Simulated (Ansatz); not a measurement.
# Calculations on Si$_{48}$C$_{47}$

## 1. Relaxation

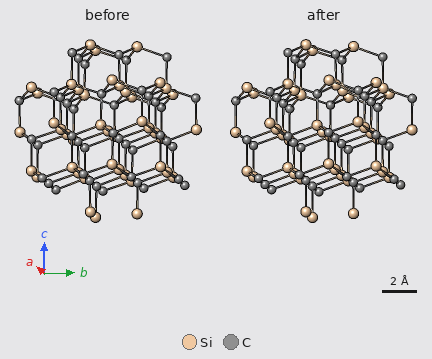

The structure of a defect cell of composition Si48C47 (cell charge +1) before (left) and after (right) a relaxation, at one scale.

A ball-and-stick model of the atoms within 5.8 Å of the atom that moves most (axes of the cell of the calculation), seen from a free direction.

All numbers below come from Ansatz 0.2.0, DFT, PBEsol, PAW, plane waves. Set-up: plane-wave cutoff 420 eV; k-point mesh 1 × 1 × 1; mesh shifted by (0.25, 0.25, 0.25); collinear spin; atoms relaxed in a fixed cell; force threshold 0.03 eV/Å; at most 80 steps.

Question: Describe what moved and what it gained.

Answer: Over 5 accepted moves (7 points after the start) the energy falls by 1.543 eV per cell of the calculation. Largest force component: 1.8 eV/Å at the start, 0.021 eV/Å at the end. The line search rejected the trial steps at points 3, 6 of the run. A Si atom moves most: 0.11 Å along [1 −3 −2]. Largest moves by element: Si 0.11 Å, C 0.08 Å. The cell stays as it was. Near-neighbour distances that change, for instance: C–Si 1.813 → 1.904 Å, C–Si 1.970 → 1.882 Å, C–Si 1.918 → 1.858 Å, C–Si 1.830 → 1.882 Å. Among the angles between lasting bonds that change: C–Si–C 108.5° → 113.4°, C–Si–C 112.7° → 108.1°, C–Si–C 107.9° → 112.1°. Cost: 12 s on 1 × NVIDIA GB300 Max-Q with 32 threads of Arm Neoverse-V2, peak memory 2 GiB.

Limits of the set-up: the cell is charged, on a uniform background, and energies carry no finite-size correction.

## 2. Relaxation

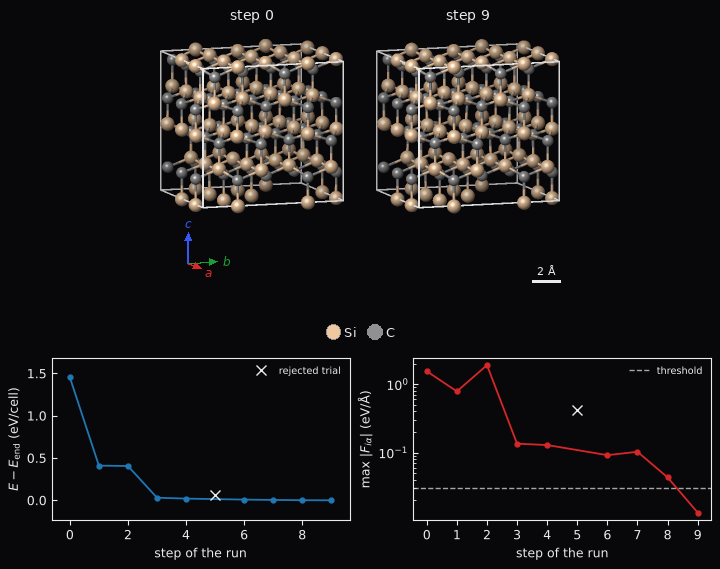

First and last geometry of a relaxation of a defect cell of composition Si48C47, with the history of the run. Style: ball-and-stick. Shown: the cell of the calculation (origin shifted), slightly off an axis.

All numbers below come from DFT, PBEsol, PAW, plane waves in Ansatz 0.2.0. (plane-wave cutoff 420 eV; k-point mesh 1 × 1 × 1; mesh shifted by (0.25, 0.25, 0.25); collinear spin; atoms relaxed in a fixed cell; force threshold 0.03 eV/Å; at most 80 steps)

**Read the history and describe the run.**

It converged. The energy falls by 1.453 eV per cell of the calculation in 8 accepted moves (9 points after the start). Largest force component: 1.5 eV/Å at the start, 0.013 eV/Å at the end. The line search rejected the trial step at point 5 of the run. The largest move is that of a Si atom, 0.18 Å along [−1 −2 0]. By element the largest moves are Si 0.18 Å, C 0.14 Å. The lattice vectors keep their values. Among the contacts that change: Si–Si 3.093 → 2.779 Å, C–Si 1.825 → 1.924 Å, C–Si 1.970 → 1.882 Å, C–Si 1.813 → 1.875 Å. Bond angles that change, for instance: C–Si–C 111.4° → 105.6°, Si–C–Si 110.4° → 105.3°, Si–C–Si 111.3° → 106.3°.

## 3. Defect

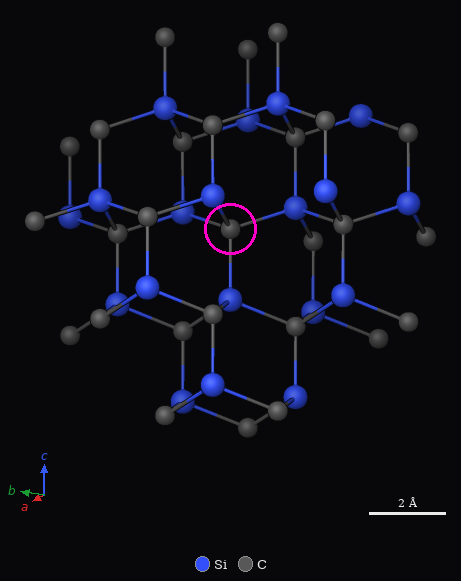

Perfect SiC. A ball-and-stick model of the atoms within 5.4 Å of one point, in a slice 5.0 Å thick across the line of sight, seen from a free direction.

The calculation used Ansatz, DFT, PBEsol, PAW, plane waves. Set-up: plane-wave cutoff 420 eV; k-point mesh 1 × 1 × 1; mesh shifted by (0.25, 0.25, 0.25); collinear spin. Fermi-Dirac smearing of 0.01 eV. A uniform background neutralises the charged cell. The axes drawn are those of the host's conventional cell.

A carbon atom is taken out (a vacancy) at the ringed place, in charge state +2. The supercell has 96 sites, and the atoms are relaxed at the host's cell.

Q: Predict the relaxed surroundings of the defect.

A: Around the empty C site the host had 4 Si at 1.88 to 1.89 Å; after relaxation the nearest atoms are 4 Si at 1.99 to 2.01 Å. Of the host's atoms, a silicon atom moves furthest from its site, by 0.12 Å. The cell ends without a net magnetic moment.

The relaxed defect, seen from the same direction:

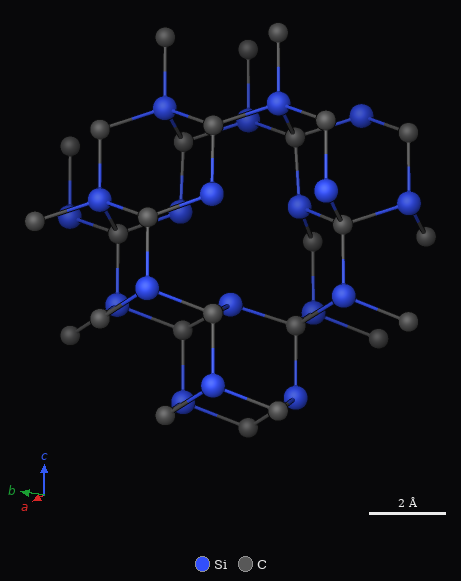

Limits of the set-up: the cell is charged, on a uniform background, and energies carry no finite-size correction.

## 4. Defect

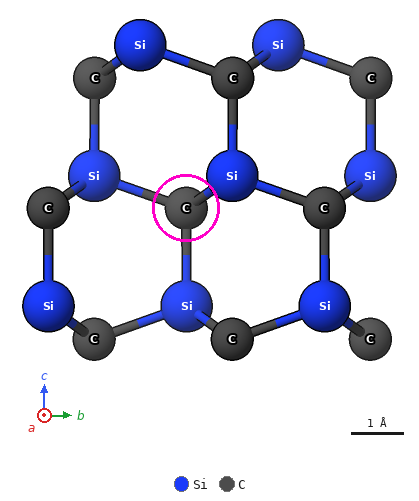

Perfect SiC. Style: ball-and-stick. Shown: the atoms within 4.6 Å of one point, in a slice 3.4 Å thick across the line of sight, along the a axis.

Theory: DFT, PBEsol, PAW, plane waves (Ansatz). Settings: plane-wave cutoff 420 eV; k-point mesh 1 × 1 × 1; mesh shifted by (0.25, 0.25, 0.25); collinear spin. Fermi-Dirac smearing of 0.01 eV. A uniform background neutralises the charged cell. The axes drawn are those of the host's conventional cell.

A carbon atom is taken out (a vacancy) at the ringed place, in charge state −1. The supercell has 96 sites, and the atoms are relaxed at the host's cell.

How do the neighbours respond?

Answer. Around the empty C site the host had 4 Si at 1.88 to 1.89 Å; after relaxation the nearest atoms are 4 Si at 1.77 to 1.82 Å. Of the host's atoms, a silicon atom moves furthest from its site, by 0.11 Å. The cell's net moment is 3.00 μB.

The relaxed defect, seen from the same direction:

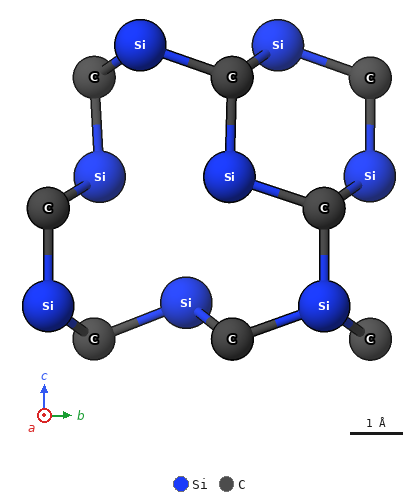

Limits of the set-up: the cell is charged, on a uniform background, and energies carry no finite-size correction.
